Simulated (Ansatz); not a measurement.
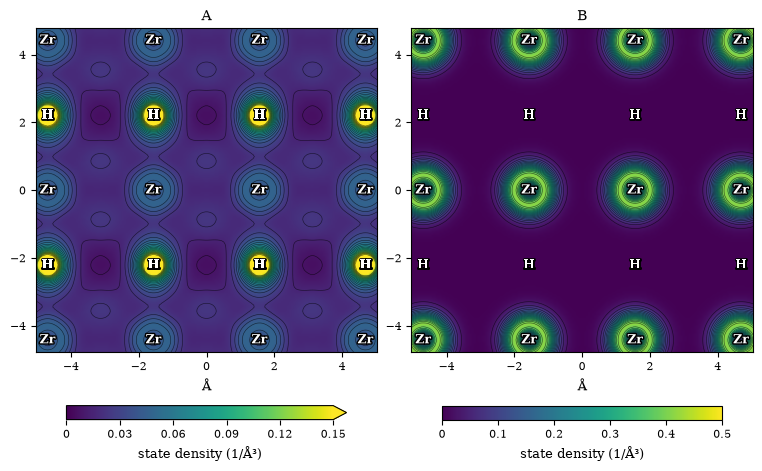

ZrH3: densities of the states in two energy windows, on the (101) plane of the conventional cell.

Space group Pm-3m; the calculation finds a residual pressure of about −5 GPa at this fixed cell. The cell comes from a database of computed structures, not from a measurement.

Level of theory: DFT PBEsol, scalar-relativistic, plane waves, PAW (Ansatz).

In a PAW calculation such maps are meaningful between the atoms, not at the nuclei.

Q: Match the panels to the energy ranges (zero at the Fermi level): −27.6 to −26.7 eV and −6.7 to −3.4 eV.

A: Panel A: −6.7 to −3.4 eV, the middle third of the occupied valence band, mainly H 1s (55 %) and Zr 4d (40 %).
Panel B: −27.6 to −26.7 eV, a separate group of bands (semicore or deep states), mainly Zr 4p (over 95 %).
The characters are Löwdin shares on a minimal set of atomic orbitals.
